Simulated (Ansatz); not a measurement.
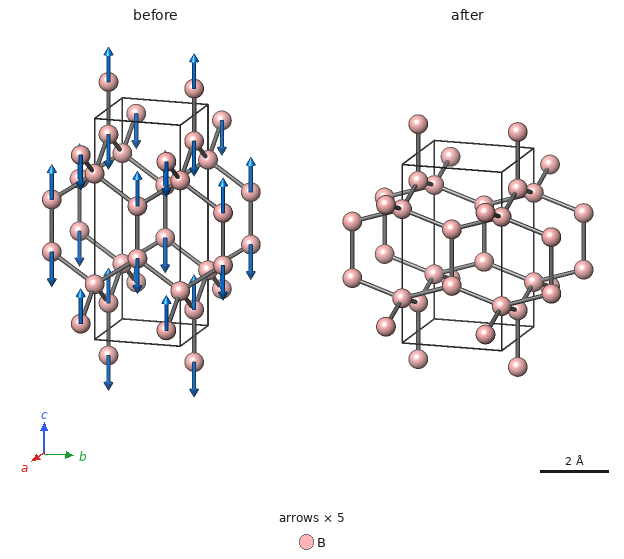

The structure of a crystal of B (a generated structure, set up in P4_2/mmc) (coarse preliminary run) before (left) and after (right) a relaxation, at one scale. The blue arrows give the displacements (the part carried along by the change of the cell is left out), 5 times their true length.

Style: ball-and-stick. Shown: the cell of the calculation, slightly off an axis.

Method: DFT PBE, scalar-relativistic, plane waves, PAW (Ansatz 0.2.0). Settings: plane-wave cutoff 420 eV; k-point mesh 6 × 6 × 4; occupations gaussian; smearing width 0.1 eV; no spin polarisation; cell and atoms relaxed; force threshold 0.04 eV/Å; at most 70 steps.

Question: Summarise the run.

Answer: The energy falls by 565 meV per atom in 10 accepted moves (12 points after the start). The largest force component goes from 0.55 to 0.00071 eV/Å. Pressure: 33.34 GPa at the start and −0.02 GPa at the end. At 2 points the geometry stayed and the basis and grid were re-selected for the new cell (energy shift of 12.2 meV per atom at most each time). The largest moves relative to the cell, 0.22 Å, are those of B atoms. Cell: a = b 2.686 → 3.122 Å (+16.2 %), c 6.797 → 5.485 Å (−19.3 %). Volume +9.0 %. Among the contacts that change: B–B 1.613 → 1.739 Å, B–B 1.613 → 1.639 Å. Bond angles that change, for instance: B–B–B 112.8° → 144.4°, B–B–B 123.6° → 107.8°, B–B–B 107.8° → 95.4°. The space group stays P4_2/mmc (No. 131).

Limits of the set-up: the k-point mesh is coarse for a cell with partly filled bands.
